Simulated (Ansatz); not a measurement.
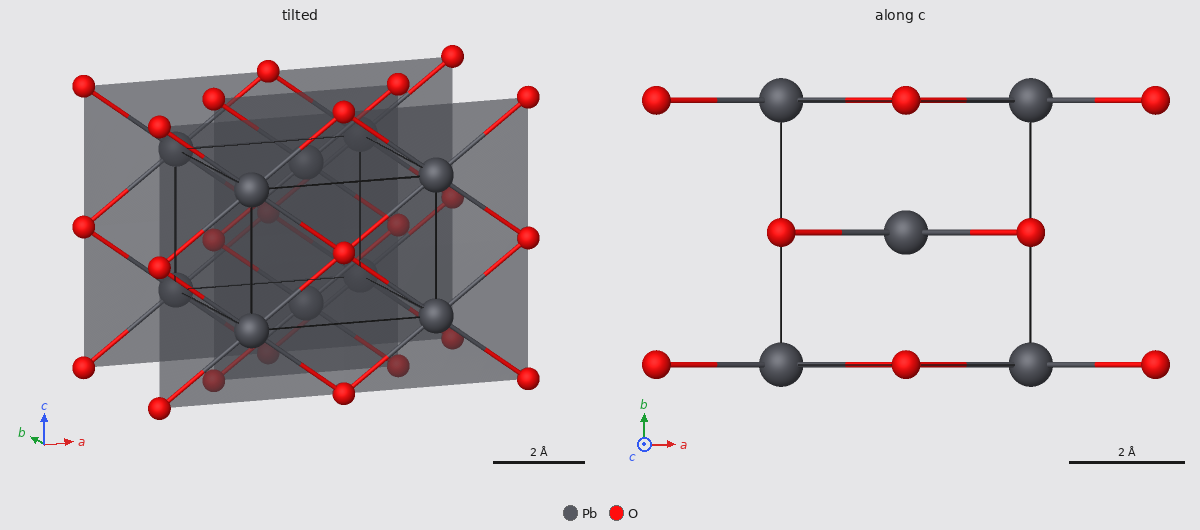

Polyhedral drawing of the structure, looking slightly off an axis and along the c axis. The wireframe shows the conventional unit cell. A few atoms beyond the faces are included.

PbO, space group Cmmm (No. 65), a = 4.367 Å, b = 4.625 Å, c = 3.179 Å, α = 90.00°, β = 90.00°, γ = 90.00°. Its origin is a structure type filled with these elements by a generator (whether the compound takes this form wasn't checked). The cell was then strained or its atoms displaced on purpose. An electronic-structure calculation with Ansatz was run on it.

This one geometry was computed with Ansatz (DFT, plane waves, PAW) at three levels of theory: PBE, r2SCAN and HSE06. It was relaxed with r2SCAN and then strained.

Q: Which level gives the highest pressure at this volume, and what does that say about its equilibrium volume?

A: Highest: PBE (3.7 GPa), which points to the largest equilibrium volume. Lowest, with the smallest volume: HSE06 (-0.6 GPa). Levels within 0.5 GPa of each other can't be told apart.

Q: How does the band gap change with the level of theory?

A: PBE: a gap of 0.12 eV, direct; r2SCAN: a gap of 0.13 eV, indirect; HSE06: a gap of 0.13 eV, indirect.

Q: Collect the results in a table.

A:
| level | cutoff (eV) | k-mesh of the run's cell | gap (eV) | pressure (GPa) |
| --- | --- | --- | --- | --- |
| PBE | 420 | 8×8×8 | 0.12 | 3.7 |
| r2SCAN | 500 | 8×8×8 | 0.13 | 0.4 |
| HSE06 | 420 | 6×6×6 | 0.13 | -0.6 |

Gaps are taken on the k-mesh or band path of each run.
